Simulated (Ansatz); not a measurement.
## RbBr: band-structure calculation

RbBr (P4/mmm, 2 atoms in the cell), computed with DFT, PBE, plane waves, PAW, no spin polarisation (Ansatz 0.2.0).

The structure derives from a Materials Project entry. The geometry comes from this level: r2SCAN (a point of a series of strains). It belongs to a series of runs on one base structure; here: uniaxial_y strain +5.1%.

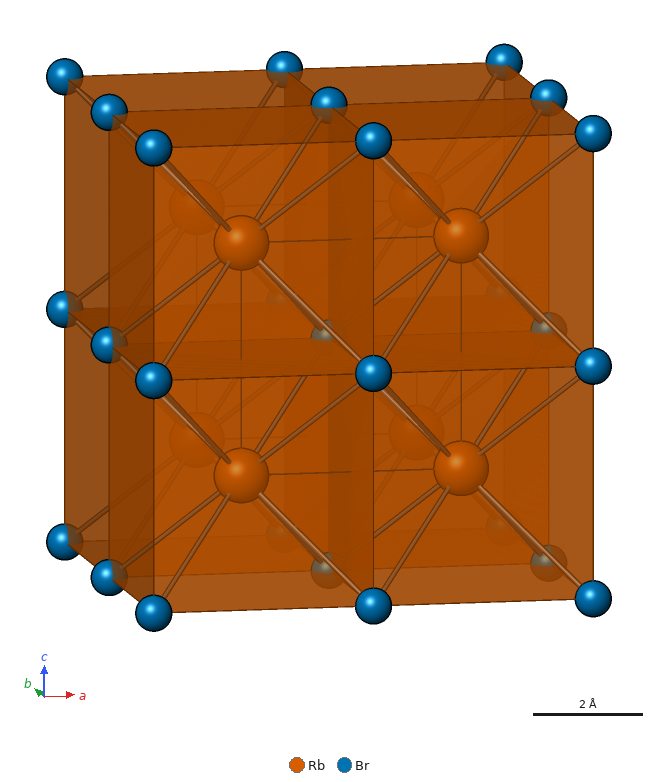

**Figure 1.** The structure as given in the input (polyhedral view of the cell of the calculation, set on other vectors, seen slightly off an axis; polyhedra are completed across the faces of the cell). An atom can appear more than once, as a periodic image.

Key numbers

| quantity | value |
| --- | --- |
| outcome | converged |
| space group (tolerance 0.01 Å) | P4/mmm (123) |
| electrons treated | 16 |
| free energy | −6053.9495 eV |
| Fermi energy | 4.358 eV |
| gap on the k-point mesh | 3.82 eV |
| pressure | 0.03 GPa |
| largest force (length of the vector) | under 0.001 eV/Å |
| hardware | 4 threads of Arm Neoverse V1, 24 GiB of memory available, shared host |
| wall time | 1.6 s (CPU time 4.9 s) |
| peak memory | 0.34 GiB |

The input
```yaml
crystal:
  lattice:
    - [4.1242532581, 0.0, 0.0]
    - [0.0, 4.3358274503, 0.0]
    - [0.0, 0.0, 4.1242532581]
  atoms:
    - { symbol: Rb, position: [0.0, 0.0, 0.0] }
    - { symbol: Br, position: [0.5, 0.5, 0.5] }
kpoints:
  mp_grid: { grid: [6, 6, 6] }
  band_path:
    path:
      - [0.0, 0.0, 0.0]
      - [0.0, 0.5, 0.0]
      - [0.5, 0.5, 0.0]
      - [0.5, 0.5, 0.5]
      - [0.0, 0.5, 0.5]
    npoints: 1
hamiltonian:
  xc: pbe
scf:
  occupations: { method: fermi_dirac, width: 0.02 }
  n_extra_bands: 4
output:
  forces: true
  stress: true
  eigenvalues: true
  write_density: true
  write_potential: true
  elf: true
  volumetric_format: npy
```

Launched with:
```bash
ansatz run input.yaml --threads 4 --pin off --max-ram 4608MiB --backend cpu --events-out ev --progress --plain --runs-dir out
```

The program's output
```
scf.n_extra_bands = 4 over 8 filled bands (N_el = 16.0): the run solves 12 bands
Engine: ansatz 0.2.0, aarch64-unknown-linux-gnu
Pseudopotentials: kind: paw
Pseudopotential: Rb, paw, valence charge 9, recommended cutoff 420 eV (normal), Rb.paw.azcp
Pseudopotential: Br, paw, valence charge 7, recommended cutoff 420 eV (normal), Br.paw.azcp
Functional definition: PBE
  parameter kappa = 0.804
  parameter beta = 0.06672455060314922
  exchange = pbe_x(kappa = kappa, mu = beta*pi^2/3)
  correlation = pbe_c(beta = beta)
Crystal: 2 atoms, lattice volume = 73.750 Å³
Basis set: ecut = 420 eV, 1399 PW (Γ), exchange–correlation on 60×60×60 points (8 copies of the dense FFT grid, shifted against one another)
Bands: 12, of which v1, the nominal top of the filled ones, is band 8 counted from 1 (7 counted from 0)
Symmetry: 16 space group operations
Space group: P4/mmm (ITA 123), of the structure as read, at distance tolerance 4.2e-5 Å
k-points: 40 of 216
Non-local potential: Rb, projectors of the file, l = 0: 3, l = 1: 2, l = 2: 2
Non-local potential: Br, projectors of the file, l = 0: 2, l = 1: 2, l = 2: 2
PAW form: soft (Blöchl's): semilocal exchange-correlation on the pseudo side does not see the compensation charge
PAW one-centre angular grid: Rb, 110 points (default); XC on 64 Gauss nodes
PAW one-centre angular grid: Br, 110 points (default); XC on 64 Gauss nodes
Initial density: superposition of atomic densities (neutral atoms: chi_scale 0, normalization atom), corrected by the library's trained network
Initial wavefunctions: pseudopotential atomic-orbital guess
Functional: x = pbe(κ = 0.804, μ = 0.2195149727645171), c = pbe(β = 0.06672455060314922)
SCF iter   1: F=—  HF=-6053.948931 eV  |F-HF|=—  |Δ(HF+E_count)|=         —  Δρ=3.50e-4  dr2=1.04e-4  ethr=1.77e-3  ⟨swp⟩=8.7  Hψ=3474  notcnv=0
preconditioner: auto → none  [insulator: Δε(μ)=3.818 eV  Ē_g=13.307 eV  σ=0.020 eV  W_gap=1.00  n_scr=14 (ndim 8)  ℏωp=16.2 eV  f_vac=0.001  D(μ)=0.00/eV (n_scr^D=0)  ε∞_Penn≈2.5]
SCF iter   2: F=—  HF=-6053.949391 eV  |F-HF|=—  |Δ(HF+E_count)|=   4.60e-4  Δρ=1.81e-4  dr2=3.18e-5  ethr=6.52e-7  ⟨swp⟩=3.3  Hψ=1542  notcnv=0
SCF iter   3: F=—  HF=-6053.949467 eV  |F-HF|=—  |Δ(HF+E_count)|=   7.67e-5  Δρ=1.33e-4  dr2=2.03e-5  ethr=1.99e-7  ⟨swp⟩=2.0  Hψ=867  notcnv=0
SCF iter   4: F=—  HF=-6053.949460 eV  |F-HF|=—  |Δ(HF+E_count)|=   7.79e-6  Δρ=3.99e-5  dr2=1.21e-6  ethr=1.27e-7  ⟨swp⟩=2.0  Hψ=596  notcnv=0
SCF iter   5: F=—  HF=-6053.949460 eV  |F-HF|=—  |Δ(HF+E_count)|=   6.09e-7  Δρ=1.37e-5  dr2=1.94e-7  ethr=7.59e-9  ⟨swp⟩=2.9  Hψ=785  notcnv=0
SCF iter   6: F=-6053.949460 eV  HF=-6053.949460 eV  |F-HF|=4.96e-9  |Δ(HF+E_count)|=   5.80e-8  Δρ=2.90e-6  dr2=7.13e-9  ethr=6.25e-10  ⟨swp⟩=10.1  Hψ=3172  notcnv=0
SCF 1 converged in 6 iterations: F = -6053.949460 eV  dr2 = 7.13e-9
  greatest PAW one-centre occupation: 0.973 electrons in one spin orbital (limit 2), on the Rb atom at site 0 (counted from 0), in its partial waves of l = 0
NSCF: frozen V_eff on 5 k-points
SCF converged after 6 iterations
Free energy (F): -6053.949460 eV
Harris-Foulkes:  -6053.949460 eV  (|F-HF|=4.96e-9)
Internal energy: -6053.949460 eV  (E = F + TS)
E sigma→0 (E₀):  -6053.949460 eV
Fermi energy:    4.358159 eV
--- Per-component energies (eV) ---
  E_band       = -97.297503
  E_kinetic    = 326.550077
  E_local      = -735.955341  (includes V_loc(G=0)·N_el)
  E_nonlocal   = 243.190665
  E_hartree    = 179.540403
  E_xc         = -396.022704
  E_vxc        = -241.669096  (∫ρ·V_xc dr)
  E_paw        = -4864.557477  (= ΣΔE_a)
  E_vpaw       = -48.493347  (= ΣTr[D̂ρ^β])
  E_aug_tail   = -0.000001  (compensation charges beyond the density's cutoff)
  E_ewald      = -806.695081
  E_smearing   = -0.000000  (= −TS)
  E_closure    = -0.000000  (closes the sum)
  Σ components = -6053.949460   (vs F -6053.949460, Δ=0.00e0)
--- Forces (eV/Å), atoms counted from 1 ---
  atom   1  Rb    -0.00000000     0.00000000    -0.00000000
  atom   2  Br     0.00000000    -0.00000000     0.00000000
  max |Σ_I F_I| component: 1.05e-29 eV/Å
--- Stress (GPa, compression-positive) ---
        0.502726       0.000000       0.000000
        0.000000      -0.910915      -0.000000
        0.000000      -0.000000       0.502726
  P = ⅓ Tr σ = 0.0315 GPa (0.315 kbar)
--- Band table (eV; the first three rows and the last of 40) ---
  k-point 0: bands = ["-22.8391", "-10.1780", "-6.8425", "-6.8144", "-6.8144", "2.0611", "2.2931", "2.2931", "6.2590", "7.9212", "8.0695", "12.0294"]
  k-point 1: bands = ["-22.8341", "-10.1710", "-6.8609", "-6.8306", "-6.8041", "1.8052", "2.0467", "2.2885", "6.8781", "8.1736", "8.6196", "11.8644"]
  k-point 2: bands = ["-22.8242", "-10.1589", "-6.9455", "-6.8065", "-6.7832", "1.0659", "2.0158", "2.2776", "8.1516", "8.7807", "9.7048", "11.7478"]
  k-point 39: bands = ["-22.7913", "-9.9160", "-7.0559", "-7.0559", "-6.9547", "1.1211", "1.1211", "1.1865", "10.3190", "10.4803", "10.4803", "11.1547"]
```

File bands.tsv
```
# k_distance	band_0	band_1	band_2	band_3	band_4	band_5	band_6	band_7	band_8	band_9	band_10	band_11
# fermi_ev = 4.358159
# lock_threshold_ev = 1e-6
# [0, 0, 0] at k_distance = 0.000000
# [0, 0.5, 0] at k_distance = 0.724566
# [0.5, 0.5, 0] at k_distance = 1.486302
# [0.5, 0.5, 0.5] at k_distance = 2.248038
# [0, 0.5, 0.5] at k_distance = 3.009774
# levels_relative_to = fermi_ev
# free_energy_ev = -6053.949460
# largest_residual_norms_ev = 1.315e-3 1.680e-3 1.811e-3 1.932e-3 1.655e-3 1.814e-3 1.396e-3 1.931e-3 8.430e-4 1.574e-3 2.478e-3 1.565e-3
0.000000	-27.197220	-14.536158	-11.200693	-11.172600	-11.172600	-2.297066	-2.065015	-2.065015	1.900846	3.563031	3.711361	7.671264
0.724566	-27.186025	-14.551766	-11.244622	-11.143267	-11.143267	-3.586772	-2.136007	-2.136007	4.777670	4.855351	5.146575	6.749034
1.486302	-27.167342	-14.378341	-11.489871	-11.387037	-11.111346	-3.041849	-2.942650	-1.921953	3.233801	4.283568	5.996855	6.164469
2.248038	-27.149456	-14.274189	-11.414017	-11.414017	-11.312900	-3.237039	-3.237039	-3.171689	5.960885	6.122120	6.122121	6.796543
3.009774	-27.167342	-14.378341	-11.489871	-11.387037	-11.111346	-3.041849	-2.942650	-1.921953	3.233801	4.283568	5.996855	6.164469
```

File rho_z.tsv
```
# z_ang	rho[e/angstrom^3]
# format = ansatz-planar-average/11
# lattice	4.124253258	0.000000000	0.000000000
# lattice	0.000000000	4.335827450	0.000000000
# lattice	0.000000000	0.000000000	4.124253258
# sites	2
# site	37	0.000000000	0.000000000	0.000000000
# site	35	2.062126629	2.167913725	2.062126629
0.000000	3.196384e-1
0.137475	3.170264e-1
0.274950	3.050935e-1
0.412425	2.772699e-1
0.549900	2.344449e-1
0.687376	1.872565e-1
0.824851	1.493051e-1
0.962326	1.296612e-1
1.099801	1.307355e-1
1.237276	1.496600e-1
1.374751	1.791503e-1
1.512226	2.086381e-1
1.649701	2.289212e-1
1.787176	2.377895e-1
1.924652	2.396468e-1
2.062127	2.396296e-1
2.199602	2.396468e-1
2.337077	2.377895e-1
2.474552	2.289212e-1
2.612027	2.086381e-1
2.749502	1.791503e-1
2.886977	1.496600e-1
3.024452	1.307355e-1
3.161927	1.296612e-1
3.299403	1.493051e-1
3.436878	1.872565e-1
3.574353	2.344449e-1
3.711828	2.772699e-1
3.849303	3.050935e-1
3.986778	3.170264e-1
```

File v_z.tsv
```
# z_ang	v_es[eV]	v_tot[eV]
# format = ansatz-planar-average/11
# xc	pbe
# density_cutoff_ev	1680
# datasets	Rb=:simpson_from_first_knot:soft	Br=:simpson_from_first_knot:soft
# lattice	4.124253258	0.000000000	0.000000000
# lattice	0.000000000	4.335827450	0.000000000
# lattice	0.000000000	0.000000000	4.124253258
# sites	2
# site	37	0.000000000	0.000000000	0.000000000
# site	35	2.062126629	2.167913725	2.062126629
0.000000	-5.527290e0	-1.372456e1
0.137475	-4.942345e0	-1.297092e1
0.274950	-3.328312e0	-1.121295e1
0.412425	-1.082798e0	-8.896095e0
0.549900	1.254752e0	-6.375694e0
0.687376	3.195618e0	-4.278943e0
0.824851	4.499800e0	-2.825978e0
0.962326	5.212347e0	-2.046807e0
1.099801	5.489392e0	-1.801158e0
1.237276	5.205432e0	-2.216751e0
1.374751	4.198672e0	-3.437439e0
1.512226	2.721842e0	-5.187199e0
1.649701	1.224470e0	-7.100825e0
1.787176	3.708159e-2	-8.682457e0
1.924652	-7.023891e-1	-9.762507e0
2.062127	-9.514674e-1	-1.020192e1
2.199602	-7.023891e-1	-9.762507e0
2.337077	3.708159e-2	-8.682457e0
2.474552	1.224470e0	-7.100825e0
2.612027	2.721842e0	-5.187199e0
2.749502	4.198672e0	-3.437439e0
2.886977	5.205432e0	-2.216751e0
3.024452	5.489392e0	-1.801158e0
3.161927	5.212347e0	-2.046807e0
3.299403	4.499800e0	-2.825978e0
3.436878	3.195618e0	-4.278943e0
3.574353	1.254752e0	-6.375694e0
3.711828	-1.082798e0	-8.896095e0
3.849303	-3.328312e0	-1.121295e1
3.986778	-4.942345e0	-1.297092e1
```

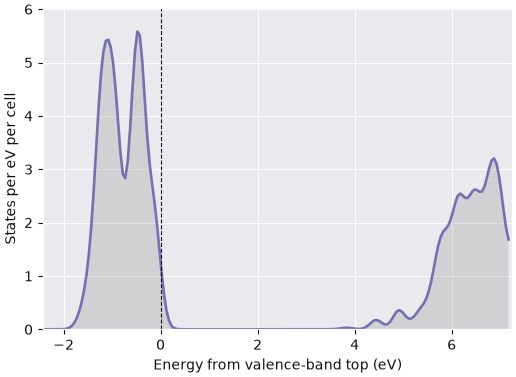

**Figure 2.** Density of states (the curve is built from the levels of the k mesh with Gaussians 0.3 eV wide, which also blur the band edges), with energies from the valence-band top. There is a gap of 3.82 eV on the k-point mesh. Small ripples come from the finite k-point mesh.

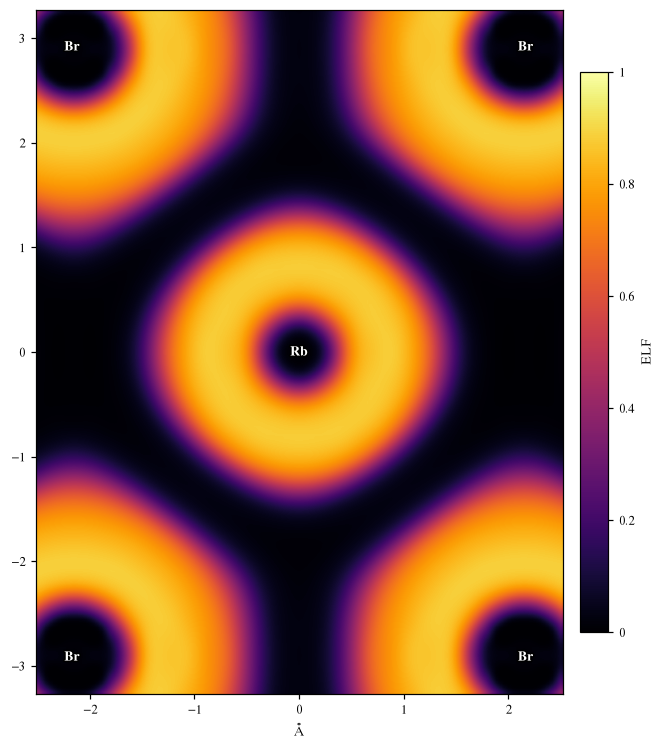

**Figure 3.** Electron localisation function on the (110) plane of the conventional cell. Atoms in the plane: Rb and Br. The strong features right at Rb lie inside the PAW spheres (semicore, d or f shells) and say nothing about bonding. In a PAW calculation such maps are meaningful between the atoms, not at the nuclei.

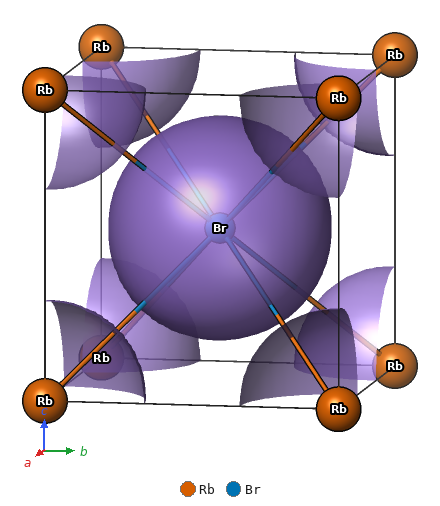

**Figure 4.** Isosurface of the valence electron density at 0.1 e/Å³ (purple), seen at an oblique angle. Sticks mark near contacts. The outline is the cell set on symmetry axes. At this value the density breaks into separate islands; it holds about 90 % of the electrons treated as valence (semicore included). It is pinched off along the Rb–Br (3.63 Å) contacts. On the grid the lowest density along these lines, outside the cores, is 0.05 e/Å³ (Rb–Br, 3.63 Å).
